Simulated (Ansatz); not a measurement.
Here is a crystal structure:

```cif
data_structure
_symmetry_space_group_name_H-M 'P 1'
_symmetry_Int_Tables_number 1
_cell_length_a 4.1656
_cell_length_b 4.1656
_cell_length_c 4.1656
_cell_angle_alpha 90.000
_cell_angle_beta 90.000
_cell_angle_gamma 90.000
_cell_volume 72.28
loop_
_atom_site_label
_atom_site_type_symbol
_atom_site_fract_x
_atom_site_fract_y
_atom_site_fract_z
_atom_site_occupancy
Au1 Au 0.00000 0.00000 0.00000 1
Au2 Au 0.00000 0.50000 0.50000 1
Au3 Au 0.50000 0.00000 0.50000 1
Au4 Au 0.50000 0.50000 0.00000 1
```

> Before looking at a picture, describe the arrangement of atoms.

The element is gold. It takes space group Fm-3m (No. 225) on a face-centred cubic lattice. The structure is of the kind named face-centred cubic (Cu type). The cell holds four atoms. Each Au atom is coordinated by twelve Au in a cuboctahedral arrangement at 2.95 Å. The bonds build a three-dimensional framework.

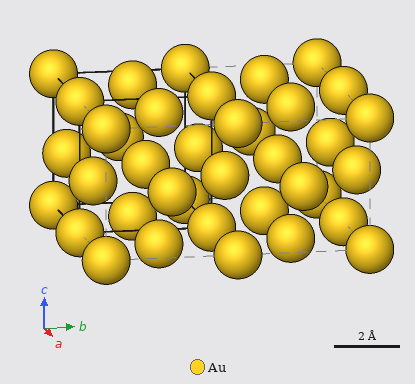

We look at a spheres-only model of the crystal slightly off an axis. A block of 2×2×1 cells is shown, with one conventional unit cell in solid outline. Colours: gold yellow.

The starting point was a structure listed in the Materials Project. The cell was then strained or its atoms displaced on purpose. It was run through Ansatz as a DFT input.

At this level of theory the cell isn't at rest (stretched, at -4 GPa), so its distances can differ from those at equilibrium, the more so the softer the solid.
